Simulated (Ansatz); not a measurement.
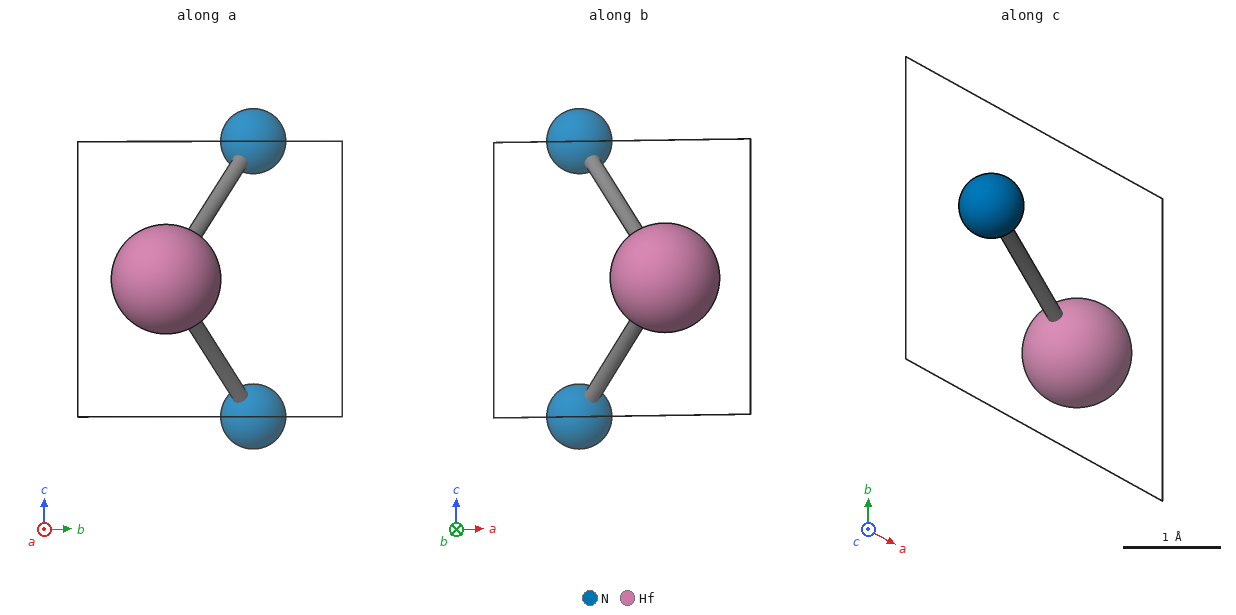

This ball-and-stick model is shown along the a axis, along the b axis and along the c axis. One unit cell is framed, with atoms on its boundary repeated.

Lattice parameters: a = 3.036 Å, b = 3.127 Å, c = 2.848 Å, α = 90.36°, β = 89.10°, γ = 118.99°. Put a along x and b in the xy plane.

Q: Write down what is shown as a POSCAR file, with free fractional coordinates to two decimals.

A:
```
N Hf
1.0
     3.036    0.000    0.000
    -1.516    2.735    0.000
     0.045    0.004    2.848
N Hf
1 1
Direct
  0.33 0.66 0.00
  0.67 0.33 0.50
```

It goes back to a structure type filled with these elements by a generator (whether the compound takes this form wasn't checked). The cell was then strained or its atoms displaced on purpose. It went into a calculation with Ansatz.
